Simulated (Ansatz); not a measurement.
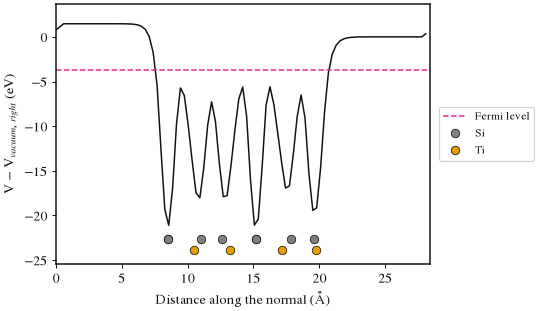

Plane-averaged electrostatic potential energy of an electron across the slab; circles at the bottom mark the heights of the atoms (positions after relaxation).

This input was run:

```
crystal:
  lattice:
    - [3.5170496077, 0.0, 0.0]
    - [0.0, 3.5556151843, 0.0]
    - [0.0, 0.0, 28.382891045]
  atoms:
    - { symbol: Si, position: [0.0, 0.25, 0.2994761875] }
    - { symbol: Si, position: [0.5, 0.75, 0.2997397362] }
    - { symbol: Ti, position: [0.5, 0.25, 0.3689841548] }
    - { symbol: Si, position: [0.0, 0.75, 0.3889698836] }
    - { symbol: Si, position: [0.0, 0.25, 0.4453920619] }
    - { symbol: Ti, position: [0.5, 0.75, 0.4653777907] }
    - { symbol: Si, position: [0.5, 0.25, 0.5346222093] }
    - { symbol: Si, position: [0.0, 0.75, 0.534885758] }
    - { symbol: Ti, position: [0.0, 0.25, 0.6041301766] }
    - { symbol: Si, position: [0.5, 0.75, 0.6241159054] }
    - { symbol: Si, position: [0.5, 0.25, 0.6805380837] }
    - { symbol: Ti, position: [0.0, 0.75, 0.7005238125] }
basis:
  ecutwfc: 420
kpoints:
  mp_grid: { grid: [8, 8, 1] }
hamiltonian:
  xc: pbesol
scf:
  occupations: { method: gaussian, width: 0.1 }
output:
  forces: true
  eigenvalues: true
  write_density: true
  write_potential: true
  elf: true
  volumetric_format: npy
relax:
  adjacent_minimum: "off"
  f_tol: 0.03
  max_steps: 70
  constraints: [{ sites: [0, 1, 2, 3, 4, 5] }]
efield:
  axis: 3
  dipole_correction: true
  ramp_width: 0.04
```

Command:
```bash
ansatz run input.yaml --threads 1 --pin off --max-ram 2560MiB --backend cpu --events-out ev --progress --plain --runs-dir out
```

> What is the work function?

The work function is 3.73 eV at the right face and 5.20 eV at the left.

> How thick are slab and vacuum?

The outermost atoms are 11.2 Å apart, which leaves 17.1 Å of vacuum in a cell 28.4 Å high.

> Do the two faces differ, and what does that say about the slab's dipole?

The vacuum level is 1.47 eV higher at the left than at the right, so the slab carries a dipole along its normal; the ramp in the vacuum, at or near the edge of the plot, is the dipole correction that keeps each side flat. Some atoms were held fixed in the relaxation, which can itself make the faces differ.
